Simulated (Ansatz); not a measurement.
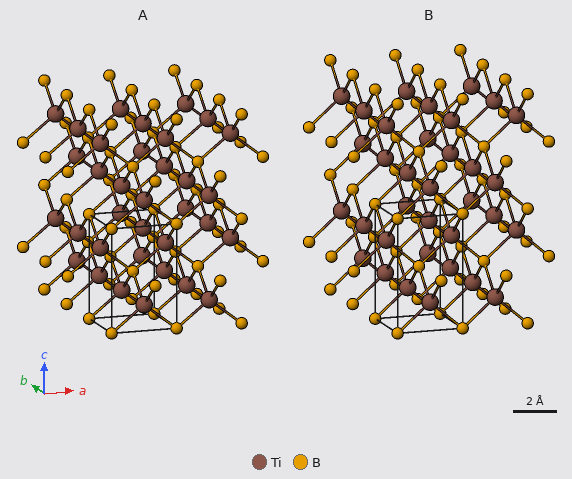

Two geometries of solid TiB (set up in I-4m2), drawn at one scale. One is the start of a relaxation, the other its converged end. A ball-and-stick model of the cell of the calculation, repeated 2 × 3 × 2 with one cell outlined, seen slightly off an axis.

Computed with DFT PBEsol, scalar-relativistic, plane waves, PAW (Ansatz 0.2.0). Set-up: plane-wave cutoff 420 eV; k-point mesh 12 × 12 × 10; occupations gaussian; smearing width 0.1 eV; no spin polarisation; cell relaxed at fixed a, b, gamma; force threshold 0.008 eV/Å; at most 40 steps.

**Which one is relaxed?**

Structure B is the relaxed one. Case: biaxial strain in the a-b plane of -6.0 %; c and atoms relaxed. After 5 accepted moves (7 points after the start) the energy has fallen by 0.183 eV per cell of the calculation. All forces vanish by symmetry, so only the cell relaxes. Pressure: 10.63 GPa at the start and −1.79 GPa at the end. At 2 points the geometry stayed and the basis and grid were re-selected for the new cell (energy shift of 6.5 meV per cell of the calculation at most each time). No atom moves by more than 0.005 Å relative to the cell. The drawn cell changes as follows: a = b unchanged at 3.261 Å, c 5.083 → 5.576 Å (+9.7 %); the volume changes by +9.7 %. Among the contacts that change: B–Ti 2.067 → 2.145 Å. Bond angles that change, for instance: B–Ti–B 104.1° → 98.9°, Ti–B–Ti 104.1° → 98.9°, B–Ti–B 112.2° → 115.0°. The space group stays I-4m2 (No. 119).
